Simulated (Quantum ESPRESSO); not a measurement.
**MgO (Periclase): modes at Γ and the response to a field**

Which modes does MgO (Periclase) have at the zone centre?

Main program and level: Quantum ESPRESSO 7.5; DFT LDA, scalar-relativistic, plane waves, GBRV ultrasoft pseudopotentials.

The database entry behind the starting cell differs from later determinations by our own check (about 0.1 % long), so it need not match the best structure at ambient conditions.

### Step 1. The starting structure

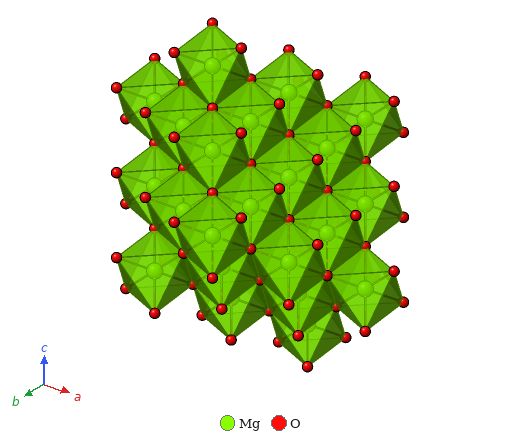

The starting structure, seen from a free direction (magnesium green, oxygen red). 2×1×2 cells are drawn. This picture shows the conventional cell, with its axes. Some periodic images of atoms are drawn too.

### Step 2. A probe with smearing

Before anything dear is run, a loose run with smearing shows whether this is a metal and how far the cell is from rest.

probe.in

```
&control
   calculation = 'scf'
   prefix = 'x'
   outdir = './tmp'
   pseudo_dir = './pseudo'
   tprnfor = .true.
   tstress = .true.
   verbosity = 'high'
/
&system
   ibrav = 0
   nat = 2
   ntyp = 2
   ecutwfc = 55.0
   ecutrho = 440.0
   occupations = 'smearing'
   smearing = 'gaussian'
   degauss = 0.01
/
&electrons
   conv_thr = 1.0d-07
   mixing_beta = 0.7
   electron_maxstep = 100
/
ATOMIC_SPECIES
 Mg     24.3050  Mg.upf
 O      15.9990  O.upf
CELL_PARAMETERS angstrom
    -2.108500000    0.000000000    2.108500000
     0.000000000    2.108500000    2.108500000
    -2.108500000    2.108500000    0.000000000
ATOMIC_POSITIONS crystal
 Mg     0.000000000   0.000000000   0.000000000
 O      0.500000000   0.500000000   0.500000000
K_POINTS automatic
 8 8 8 0 0 0
```

Run with:

```console
OMP_NUM_THREADS=1 mpirun -n 4 pw.x -nk 4 -in probe.in > probe.out
```

What it wrote:

```text
[banners, grids, parts of the stress and lines that vanish by symmetry left out]
Program PWSCF v.7.5
     Message from routine setup:
     using ibrav=0 with symmetry is DISCOURAGED, use correct ibrav instead
[...]
kinetic-energy cutoff     =      55.0000  Ry
     charge density cutoff     =     440.0000  Ry
     scf convergence threshold =      1.0E-07
[...]
Exchange-correlation= SLA  PZ   NOGX NOGC
                           (   1   1   0   0   0   0   0)
[...]
48 Sym. Ops., with inversion, found
[...]
(     0          1          0      )
                  (     0          0          1      )
[...]
(  0.0000000  1.0000000  0.0000000 )
                  ( -0.0000000 -0.0000000  1.0000000 )
[...]
(     1          0         -1      )
                  (     0          0         -1      )
[...]
( -0.0000000 -1.0000000 -0.0000000 )
[...]
(     0          1         -1      )
                  (     0          1          0      )
[...]
( -1.0000000  0.0000000  0.0000000 )
                  (  0.0000000  1.0000000 -0.0000000 )
[...]
number of k points=    29  Gaussian smearing, width (Ry)=  0.0100
[...]
End of self-consistent calculation
[...]
the Fermi energy is     9.9932 ev
!    total energy              =    -157.62395520 Ry
[...]
convergence has been achieved in   7 iterations
[...]
atom    1 type  1   force =     0.00000000    0.00000000    0.00000000
     atom    2 type  2   force =    -0.00000000   -0.00000000   -0.00000000
[...]
Total force =     0.000000     Total SCF correction =     0.000000
[...]
total   stress  (Ry/bohr**3)                   (kbar)     P=      -62.41
[...]
XML data file, charge density, pseudopotentials, collected wavefunctions

   JOB DONE.
```

Run time: 2.3 s. Hardware: 4 MPI ranks of Arm Neoverse V2, shared host.

Read from the output:

- volume per atom: 9.374 Å³
- pressure: -6.241 GPa
- gap on the k-mesh: 4.647 eV

A gap of 4.6 eV opens on this mesh, so the crystal is taken as an insulator; the start stands at -6.2 GPa.

### Step 3. Relaxation

The relaxation runs at a cutoff a fifth above that of the response, since stress converges more slowly with the basis than frequencies do. Forces and stress are brought to rest with tight thresholds.

relax.in

```
&control
   calculation = 'vc-relax'
   prefix = 'x'
   outdir = './tmp'
   pseudo_dir = './pseudo'
   tprnfor = .true.
   tstress = .true.
   forc_conv_thr = 2.0d-05
   etot_conv_thr = 1.0d-07
   nstep = 40
/
&system
   ibrav = 0
   nat = 2
   ntyp = 2
   ecutwfc = 66
   ecutrho = 528.0
   occupations = 'fixed'
   nbnd = 10
/
&electrons
   conv_thr = 1.0d-11
   mixing_beta = 0.7
   electron_maxstep = 100
/
&ions
/
&cell
   press_conv_thr = 0.2
/
ATOMIC_SPECIES
 Mg     24.3050  Mg.upf
 O      15.9990  O.upf
CELL_PARAMETERS angstrom
    -2.108500000    0.000000000    2.108500000
     0.000000000    2.108500000    2.108500000
    -2.108500000    2.108500000    0.000000000
ATOMIC_POSITIONS crystal
 Mg     0.000000000   0.000000000   0.000000000
 O      0.500000000   0.500000000   0.500000000
K_POINTS automatic
 10 10 10 0 0 0
```

Run with:

```console
OMP_NUM_THREADS=1 mpirun -n 4 pw.x -nk 4 -in relax.in > relax.out
```

What it wrote:

```text
[banners, grids, parts of the stress and lines that vanish by symmetry left out]
[banner, memory and clock lines left out]
Program PWSCF v.7.5

[...]
kinetic-energy cutoff     =      66.0000  Ry
     charge density cutoff     =     528.0000  Ry
     scf convergence threshold =      1.0E-11
[...]
energy convergence thresh.=      1.0E-07
     force convergence thresh. =      2.0E-05
     press convergence thresh. =      2.0E-01
     Exchange-correlation= SLA  PZ   NOGX NOGC
                           (   1   1   0   0   0   0   0)
[...]
48 Sym. Ops., with inversion, found
[...]
number of k points=    47
[...]
End of self-consistent calculation
[...]
highest occupied, lowest unoccupied level (ev):     7.4150   12.0618
!    total energy              =    -157.62417572 Ry
[...]
convergence has been achieved in   9 iterations
[...]
atom    1 type  1   force =     0.00000000    0.00000000   -0.00000000
     atom    2 type  2   force =     0.00000000    0.00000000    0.00000000
     Total force =     0.000000     Total SCF correction =     0.000000
[...]
total   stress  (Ry/bohr**3)                   (kbar)     P=      -61.59
[...]
number of bfgs steps    =   0
[...]
CELL_PARAMETERS (angstrom)
[...]
ATOMIC_POSITIONS (crystal)
Mg              -0.0000000000        0.0000000000        0.0000000000
O                0.5000000000        0.5000000000        0.5000000000
[...]
New effective cutoffs (rho, wfc):  538.38   67.40
[...]
End of self-consistent calculation
[...]
highest occupied, lowest unoccupied level (ev):     7.8027   12.7613
!    total energy              =    -157.62517119 Ry
[...]
convergence has been achieved in   7 iterations
[...]
atom    1 type  1   force =    -0.00000000    0.00000000   -0.00000000
     atom    2 type  2   force =    -0.00000000   -0.00000000   -0.00000000
     Total force =     0.000000     Total SCF correction =     0.000000
[...]
total   stress  (Ry/bohr**3)                   (kbar)     P=      -12.16
[...]
number of bfgs steps    =   1
[...]
CELL_PARAMETERS (angstrom)
[...]
ATOMIC_POSITIONS (crystal)
Mg              -0.0000000000        0.0000000000        0.0000000000
O                0.5000000000        0.5000000000        0.5000000000
[...]
New effective cutoffs (rho, wfc):  541.12   67.74
[...]
End of self-consistent calculation
[...]
highest occupied, lowest unoccupied level (ev):     7.8981   12.9339
!    total energy              =    -157.62520646 Ry
[...]
convergence has been achieved in   7 iterations
[...]
atom    1 type  1   force =    -0.00000000    0.00000000   -0.00000000
     atom    2 type  2   force =     0.00000000    0.00000000    0.00000000
     Total force =     0.000000     Total SCF correction =     0.000000
[...]
total   stress  (Ry/bohr**3)                   (kbar)     P=        0.77
[...]
number of bfgs steps    =   2
[...]
CELL_PARAMETERS (angstrom)
[...]
ATOMIC_POSITIONS (crystal)
[...]
New effective cutoffs (rho, wfc):  540.96   67.72
[...]
End of self-consistent calculation
[...]
highest occupied, lowest unoccupied level (ev):     7.8925   12.9236
!    total energy              =    -157.62520660 Ry
[...]
convergence has been achieved in   5 iterations
[...]
atom    1 type  1   force =    -0.00000000   -0.00000000    0.00000000
     atom    2 type  2   force =     0.00000000    0.00000000   -0.00000000
     Total force =     0.000000     Total SCF correction =     0.000000
[...]
total   stress  (Ry/bohr**3)                   (kbar)     P=       -0.01
[...]
number of bfgs steps    =   3
[...]
small trust_radius: resetting bfgs history
[...]
CELL_PARAMETERS (angstrom)
[...]
ATOMIC_POSITIONS (crystal)
[...]
New effective cutoffs (rho, wfc):  540.96   67.72
[...]
End of self-consistent calculation
[...]
highest occupied, lowest unoccupied level (ev):     7.8925   12.9237
!    total energy              =    -157.62520660 Ry
[...]
convergence has been achieved in   2 iterations
[...]
atom    1 type  1   force =    -0.00000000    0.00000000    0.00000000
     atom    2 type  2   force =    -0.00000000   -0.00000000   -0.00000000
     Total force =     0.000000     Total SCF correction =     0.000000
[...]
total   stress  (Ry/bohr**3)                   (kbar)     P=       -0.00
[...]
bfgs converged in   5 scf cycles and   4 bfgs steps
[...]
End of BFGS Geometry Optimization
     Final enthalpy           =    -157.6252066027 Ry
     File ./tmp/x.bfgs deleted, as requested
[...]
CELL_PARAMETERS (angstrom)
[...]
ATOMIC_POSITIONS (crystal)
Mg              -0.0000000000       -0.0000000000        0.0000000000
O                0.5000000000        0.5000000000        0.5000000000
[...]
Final scf calculation at the relaxed structure.
[...]
kinetic-energy cutoff     =      66.0000  Ry
     charge density cutoff     =     528.0000  Ry
     scf convergence threshold =      1.0E-13
[...]
press convergence thresh. =      2.0E-01
     Exchange-correlation= SLA  PZ   NOGX NOGC
                           (   1   1   0   0   0   0   0)
[...]
48 Sym. Ops., with inversion, found
[...]
number of k points=    47
[...]
End of self-consistent calculation
[...]
highest occupied, lowest unoccupied level (ev):     7.8925   12.9237
!    total energy              =    -157.62518301 Ry
[...]
convergence has been achieved in  11 iterations
[...]
atom    1 type  1   force =     0.00000000    0.00000000    0.00000000
     atom    2 type  2   force =    -0.00000000   -0.00000000    0.00000000
     Total force =     0.000000     Total SCF correction =     0.000000
[...]
total   stress  (Ry/bohr**3)                   (kbar)     P=        0.13
[...]
XML data file, charge density, pseudopotentials, collected wavefunctions
```

Wall time 13 s (4 MPI ranks); 53 s of CPU time.

Step by step:

```
step  energy less that of the first step (eV)  largest force (eV/Å)  pressure (GPa)  volume (Å³)
   1                                   0.0000                0.0000           -6.16        18.75
   2                                  -0.0135                0.0000           -1.22        18.17
   3                                  -0.0140                0.0000            0.08        18.03
   4                                  -0.0140                0.0000            0.00        18.04
   5                                  -0.0140                0.0000            0.00        18.04
   6                                  -0.0137                0.0000            0.01        18.04
```

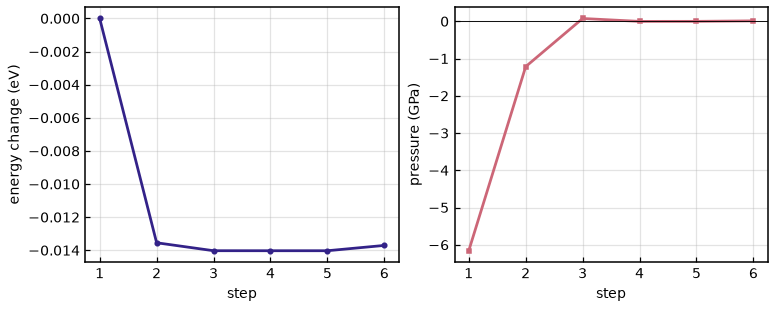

Energy and pressure along the relaxation.

| conventional cell, symmetrised | before | after | change |
| --- | --- | --- | --- |
| a (Å) | 4.217 | 4.163 | -1.3 % |
| b (Å) | 4.217 | 4.163 | -1.3 % |
| c (Å) | 4.217 | 4.163 | -1.3 % |
| volume (Å³/atom) | 9.37 | 9.02 | -3.8 % |

The relaxed structure:

```cif
data_structure
_symmetry_space_group_name_H-M 'P 1'
_symmetry_Int_Tables_number 1
_cell_length_a 2.9436
_cell_length_b 2.9436
_cell_length_c 2.9436
_cell_angle_alpha 60.000
_cell_angle_beta 60.000
_cell_angle_gamma 60.000
_cell_volume 18.04
loop_
_atom_site_label
_atom_site_type_symbol
_atom_site_fract_x
_atom_site_fract_y
_atom_site_fract_z
_atom_site_occupancy
Mg1 Mg 0.00000 0.00000 0.00000 1
O2 O 0.50000 0.50000 0.50000 1
```

The last row of the table of steps is pw.x's closing run on a basis chosen anew for the final cell, so its energy can jump.

Read from the output:

- volume per atom: 9.018 Å³
- pressure: 0.01300 GPa
- gap on the k-mesh: 5.031 eV

The volume changes by -3.8 % from the cell with which this run began.

### Step 4. Self-consistent run for the response

Perturbation theory inherits every error of the wavefunctions, so the threshold is set near the limit of the arithmetic. With a gap, occupations are fixed, which also allows the response to an electric field.

scf.in

```
&control
   calculation = 'scf'
   prefix = 'x'
   outdir = './tmp'
   pseudo_dir = './pseudo'
   tprnfor = .true.
   tstress = .true.
/
&system
   ibrav = 0
   nat = 2
   ntyp = 2
   ecutwfc = 55.0
   ecutrho = 440.0
   occupations = 'fixed'
   nbnd = 10
/
&electrons
   conv_thr = 1.0d-12
   mixing_beta = 0.7
   electron_maxstep = 100
/
ATOMIC_SPECIES
 Mg     24.3050  Mg.upf
 O      15.9990  O.upf
CELL_PARAMETERS angstrom
    -2.081451253    0.000000000    2.081451253
     0.000000000    2.081451253    2.081451253
    -2.081451253    2.081451253    0.000000000
ATOMIC_POSITIONS crystal
 Mg     0.000000000   0.000000000   0.000000000
 O      0.500000000   0.500000000   0.500000000
K_POINTS automatic
 12 12 12 0 0 0
```

Run with:

```console
OMP_NUM_THREADS=1 mpirun -n 4 pw.x -nk 4 -in scf.in > scf.out
```

What it wrote:

```text
[banners, grids, parts of the stress and lines that vanish by symmetry left out]
[banner, memory and clock lines left out]
Program PWSCF v.7.5

[...]
kinetic-energy cutoff     =      55.0000  Ry
     charge density cutoff     =     440.0000  Ry
     scf convergence threshold =      1.0E-12
[...]
Exchange-correlation= SLA  PZ   NOGX NOGC
                           (   1   1   0   0   0   0   0)
[...]
48 Sym. Ops., with inversion, found
[...]
number of k points=    72
[...]
End of self-consistent calculation
[...]
highest occupied, lowest unoccupied level (ev):     7.8925   12.9236
!    total energy              =    -157.62496205 Ry
[...]
convergence has been achieved in  10 iterations
[...]
atom    1 type  1   force =     0.00000000    0.00000000   -0.00000000
     atom    2 type  2   force =    -0.00000000   -0.00000000    0.00000000
     Total force =     0.000000     Total SCF correction =     0.000000
[...]
total   stress  (Ry/bohr**3)                   (kbar)     P=       -1.10
[...]
XML data file, charge density, pseudopotentials, collected wavefunctions
```

The job ended after 3.8 s (4 MPI ranks).

Numbers from this step:

```
pressure : -0.1100 GPa
```

The cell stands at -0.11 GPa, close enough for phonons.

(Continued in part 2 of 4.)

[Host names and launcher messages were left out of these logs when they were recorded.]

[Logs are printed without paths, hosts, clocks, repeated set-up lines and the standing remarks that a program may print on its own settings, such as how far it seeks lower states.]

[Hosts, paths, dates, database ids (printed as entryN), source tags and the programs' standing remarks are cut or masked in the printed files.]
